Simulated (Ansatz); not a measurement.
CaB$_{2}$

Input

```
crystal:
  lattice:
    - [1.7382942111, 1.0036046307, 5.4322150271]
    - [-1.7382942111, 1.0036046307, 5.4322150271]
    - [0.0, -2.0072092615, 5.4322150271]
  atoms:
    - { symbol: Ca, position: [0.0, 0.0, 0.0] }
    - { symbol: B, position: [0.4510387721, 0.4510387721, 0.4510387721] }
    - { symbol: B, position: [0.5489612279, 0.5489612279, 0.5489612279] }
basis:
  ecutwfc: 420
kpoints:
  mp_grid: { grid: [15, 15, 15] }
hamiltonian:
  xc: pbe
scf:
  occupations: { method: gaussian, width: 0.1 }
output:
  forces: true
  stress: true
  eigenvalues: true
  write_density: true
  write_potential: true
  elf: true
  volumetric_format: npy
relax:
  adjacent_minimum: "off"
  f_tol: 0.01
  max_steps: 80
  cell: { stress_tol: 0.05 }
```

Run with:

```sh
ansatz run input.yaml --threads 1 --pin off --max-ram 2048MiB --backend cpu --events-out ev --progress --plain --runs-dir out
```

Below, planes, directions and counts refer to the conventional cell (a = 3.46 Å, b = 3.46 Å, c = 16.33 Å, α = 90.00°, β = 90.00°, γ = 120.00°).

The fields are those of the relaxed geometry.

Space group R-3m; a structure generated by program, which may or may not match a known phase.

The calculation used Ansatz 0.2.0, DFT PBE, scalar-relativistic, plane waves, PAW.

Core electrons are frozen (PAW), and the valence fields are smoothed inside the atomic spheres.

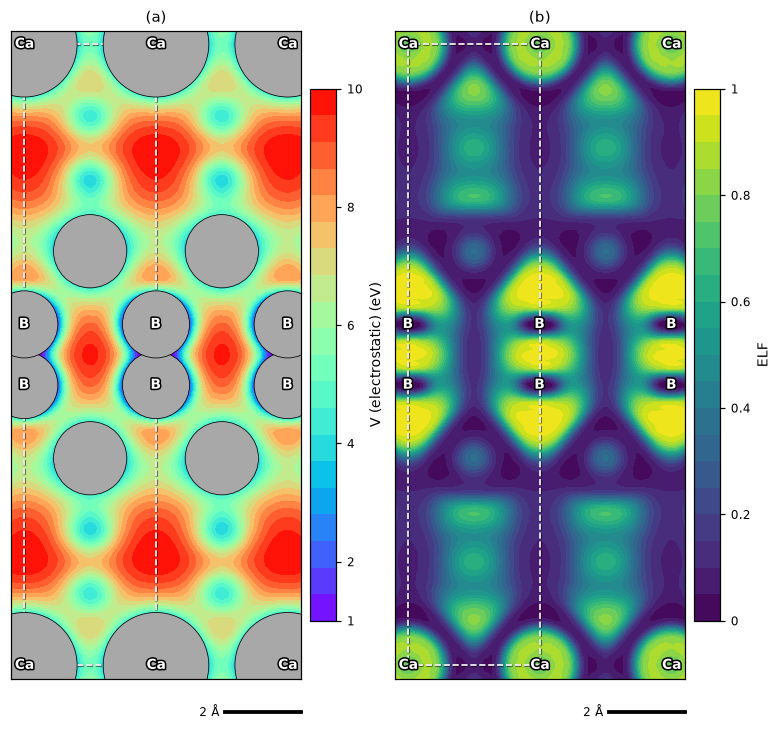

Figure 1. (a) electrostatic potential (local pseudopotential plus Hartree) felt by an electron; (b) ELF on the (100) plane of the conventional cell. Grey discs cover the atomic cores in the potential map.

Interpret the plot.

- The section cuts through Ca and B sites.
- B–B (1.60 Å): the ELF peaks at about 1 between the atoms.
- The features right at Ca lie inside the PAW spheres, where the map follows smoothed inner orbitals and isn't to be read closely.
- Outside the cores the potential energy rises away from the atoms and is highest about 2.1 Å from the nearest atoms; its zero is arbitrary.

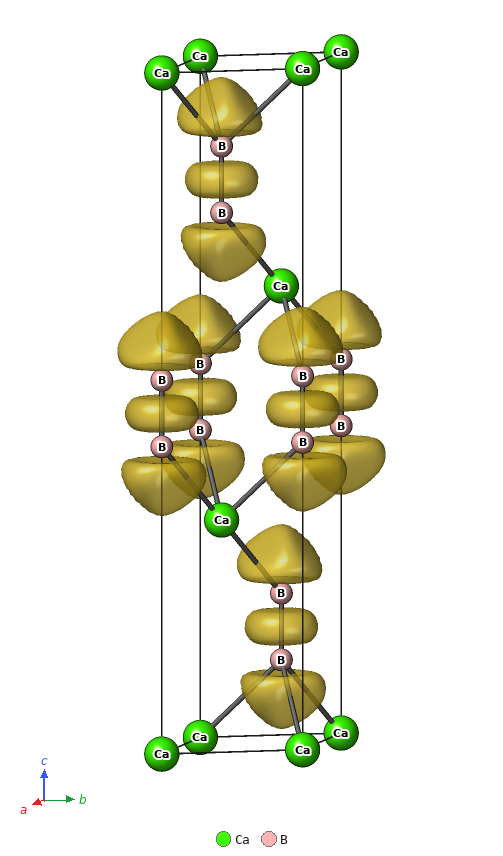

Figure 2. Isosurface of the electron localisation function at 0.75 (yellow), seen slightly off an axis. Core shells and regions of very low density are left out. Sticks mark near contacts.

Describe the localisation domains.

At this value the surface marks out three regions between bonded B–B atoms and six regions wrapped around B (the valence shell of each), counted in one cell of 9 atoms. Any copies at cell faces, edges or corners count once.


 Ca–B (2.77 Å): the ELF peaks at about 0.90 in the valence shell of B, 0.9 Å from its nucleus, and is about 0.25 at the midpoint.

Does the calculation give a band gap?

It is gapless in this calculation (a metal or semimetal).
